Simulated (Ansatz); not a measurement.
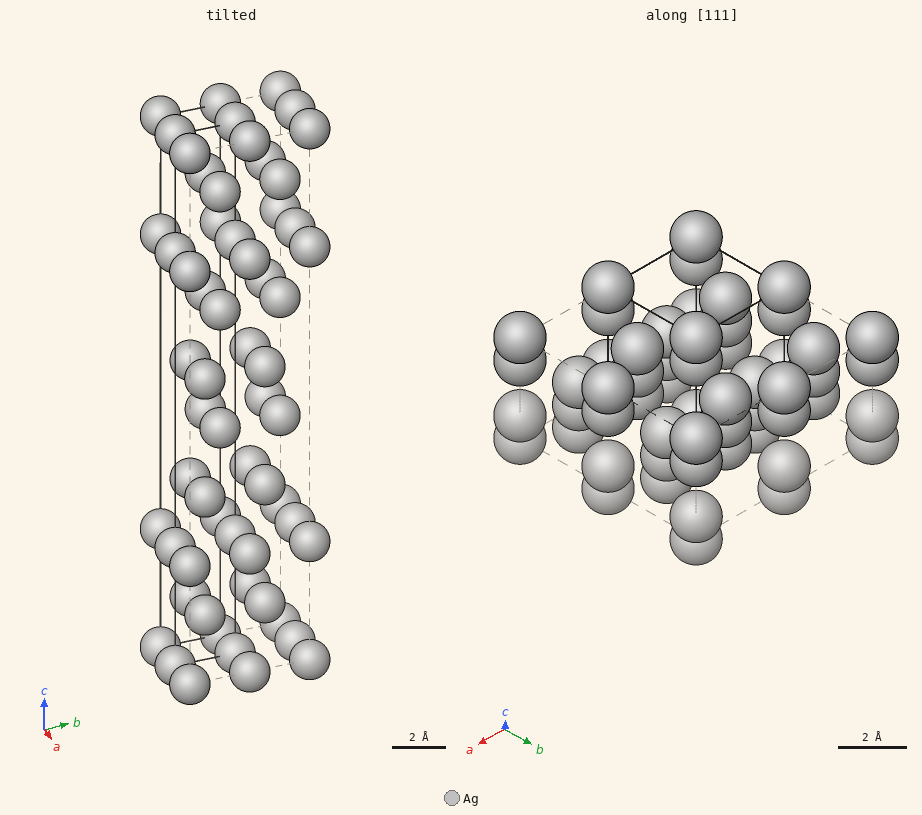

Crystal structure, spheres-only style, seen slightly off an axis and along [111]. Solid lines give the conventional unit cell, repeated here 2×2×1 times. Cell: a = 2.992 Å, b = 2.992 Å, c = 20.701 Å, α = 90.00°, β = 90.00°, γ = 120.00°.

- The element is silver.
- It is rhombohedral (trigonal R), space group R-3m (No. 166).
- Among the common structure types it is α-samarium (9R) type.
- The cell holds nine atoms.
- Each Ag has twelve Ag at about 2.9 to 3.0 Å.

The initial geometry was a structure listed in the Materials Project. It was relaxed with DFT r2SCAN, scalar-relativistic, plane waves, PAW in Ansatz under a constraint or pressure on the cell, so some stress remains.
